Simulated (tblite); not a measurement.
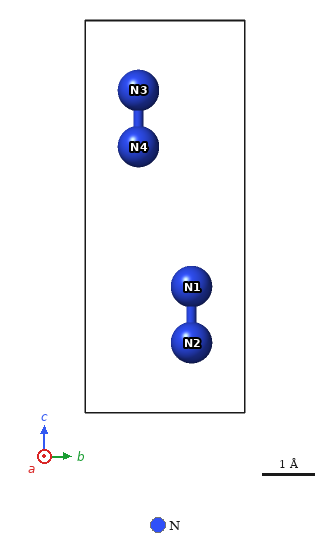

*The structure (ball-and-stick view of the cell of the calculation, along the a axis; atoms are numbered from 1 in the order of the input).*

Near neighbours in the crystal (not all of them lie inside the picture): N has 1 N at 1.09 Å.

**Single-point calculation of N**

N (4 atoms in the cell), computed with with the settings of its input (tblite 0.8.0).

The structure derives from a Materials Project entry. Some settings of this run were made unusual or wrong on purpose. The geometry comes from this level: r2scan-rvv10.

## Input
```python
import json
from ase import Atoms
from ase.build import make_supercell
from ase.units import Bohr, GPa, Hartree
from tblite.interface import Calculator

atoms = Atoms(['N', 'N', 'N', 'N'],
              cell=[[3.58042022, 0.0, 0.0], [-1.79021011, 3.10073487, 0.0], [0.0, 0.0, 7.64151398]],
              scaled_positions=[[0.333333333, 0.666666667, 0.32157079], [0.333333333, 0.666666667, 0.17842921], [0.666666667, 0.333333333, 0.82157079], [0.666666667, 0.333333333, 0.67842921]],
              pbc=True)
cluster = make_supercell(atoms, [[1, 0, 0], [0, 1, 0], [0, 0, 1]])
calc = Calculator('GFN2-xTB', cluster.numbers, cluster.positions / Bohr, lattice=cluster.cell[:] / Bohr, periodic=cluster.pbc)
calc.set('temperature', 0.02 / Hartree)
calc.set('max-iter', 150)
res = calc.singlepoint()
levels = res.get('orbital-energies') * Hartree
nv = round(res.get('orbital-occupations').sum() / 2)
cells = len(cluster) // len(atoms)
out = {'energy_per_cell': res.get('energy') * Hartree / cells, 'homo': levels[nv - 1], 'lumo': levels[nv],
       'stress': (-res.get('virial') * Hartree / cluster.get_volume() / GPa).tolist(), 'charges': res.get('charges')[:len(atoms)].tolist(), 'electrons': 2 * nv / cells}
json.dump(out, open('results.json', 'w'))
for key, value in out.items():
    print(key, value)
```

Hardware: 1 thread of Arm Neoverse V2, 24 GiB of memory available, shared host.

Launch command:
```bash
python run.py
```

## Output
```
------------------------------------------------------------
  cycle        total energy    energy error   density error
------------------------------------------------------------
      1     -11.49080426819  -1.1670775E+01   3.0979736E-01
      2     -11.49751560662  -6.7113384E-03   1.7206916E-01
      3     -11.50040809925  -2.8924926E-03   1.6753281E-02
      4     -11.50040982976  -1.7305066E-06   1.5134799E-03
      5     -11.50041008677  -2.5700840E-07   8.2606747E-06
------------------------------------------------------------

 total:                                   0.238 sec
energy_per_cell -312.9420983096128
homo -12.057177179660252
lumo -7.9547971934261845
stress [[8.508024497539477, -4.201986963723564e-06, 3.333212246446006e-08], [-4.201986963991562e-06, 8.508019620621454, -1.9244302111235643e-08], [3.3332122509553074e-08, -1.9244302112851715e-08, 1.3205217104149334]]
charges [-2.394437774722036e-07, 2.394437776942482e-07, 2.394437692565532e-07, -2.394437683683748e-07]
electrons 20.0
```

## Outcome

| quantity | value |
| --- | --- |
| outcome | converged |
| space group (tolerance 0.01 Å) | P6₃/mmc (194) |
| electrons treated | 20 |
| total energy | −312.9421 eV |
| band gap | 4.10 eV |
| pressure | 6.11 GPa |
| wall time | 0.77 s |
| peak memory | 0.092 GiB |

Some settings of this run were drawn to be unusual or wrong. It converged; results that depend on the unusual settings are not reference values.
